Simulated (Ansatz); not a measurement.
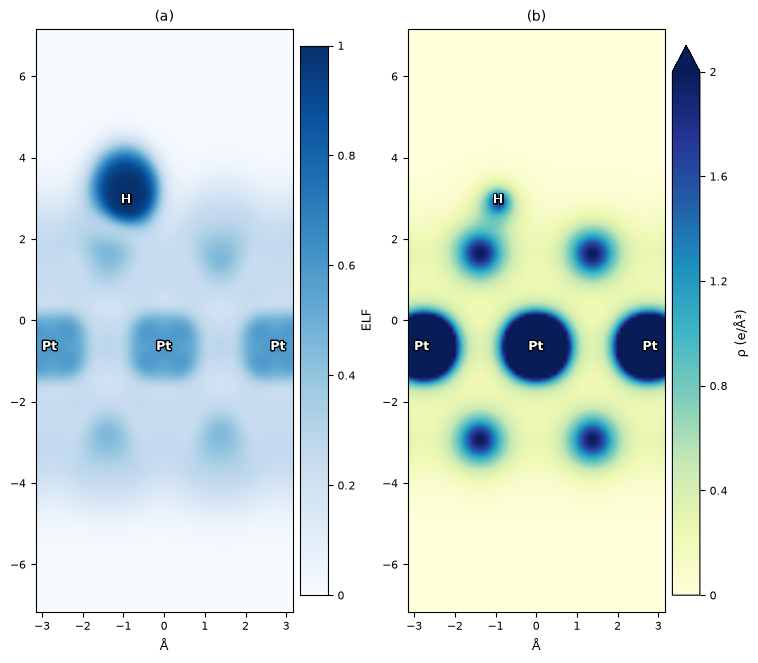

Figure. HPt12 (slab). (a) electron localisation function; (b) valence charge density (pseudo) on the (11̄0) plane of the calculation cell, a cut from vacuum to vacuum.

A point of a scan over the structure, not its minimum; not relaxed (largest force 0.4 eV/Å); computed without spin polarisation; PAW files of the earlier set (soft_1).

Theory: DFT PBE, scalar-relativistic, plane waves, PAW (Ansatz).

The density is the valence pseudo-density of a PAW calculation; it isn't the true density close to the nuclei.

Interpret the plot.

Atoms in the plane: Pt and H. Atoms just off the plane (Pt, 0.8 Å away) can leave unmarked features too. Pt–Pt (2.81 Å): the density is about 0.36 e/Å³ at the midpoint; the ELF is about 0.30 at the midpoint: no localised pair shows between them. The density dies away to nearly zero in the vacuum. The features right at Pt lie inside the PAW spheres, where the map follows smoothed inner orbitals and isn't to be read closely.
